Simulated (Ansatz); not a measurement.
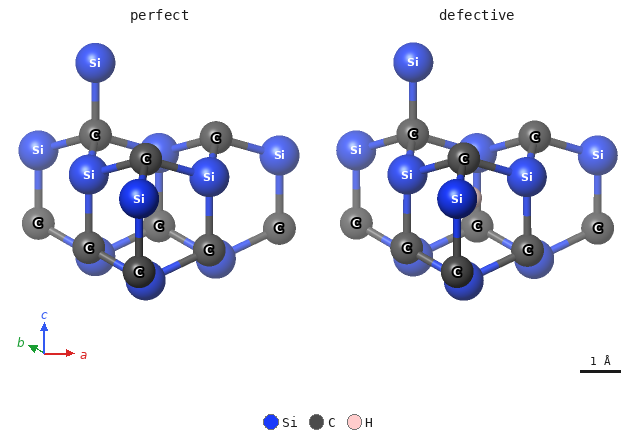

Left: perfect SiC. Right: the same region with one point defect, after relaxing the atoms in a supercell of 96 sites. Style: ball-and-stick. Shown: the atoms within 3.8 Å of one point, from a free direction.

Theory: Ansatz 0.2.0, DFT, PBEsol, PAW, plane waves. Settings: plane-wave cutoff 420 eV; k-point mesh 1 × 1 × 1; mesh shifted by (0.25, 0.25, 0.25); collinear spin. Fermi-Dirac smearing of 0.01 eV. The axes drawn are those of the host's conventional cell.

Question: What kind of defect was made?

Answer: An extra hydrogen atom is put between the host's atoms (an interstitial).

The charge state of the cell is 0.

Question: How does the lattice respond?

Answer: The H atom starts with 6 C at 2.01 to 2.38 Å, 6 Si at 2.01 to 2.38 Å around its place and ends with 3 Si at 1.92 to 1.93 Å, 6 C at 2.11 to 2.30 Å. Of the host's atoms, a carbon atom moves furthest from its site, by 0.03 Å. The H atom itself moves 0.19 Å from where it was put. The cell's net moment is 1.00 μB.
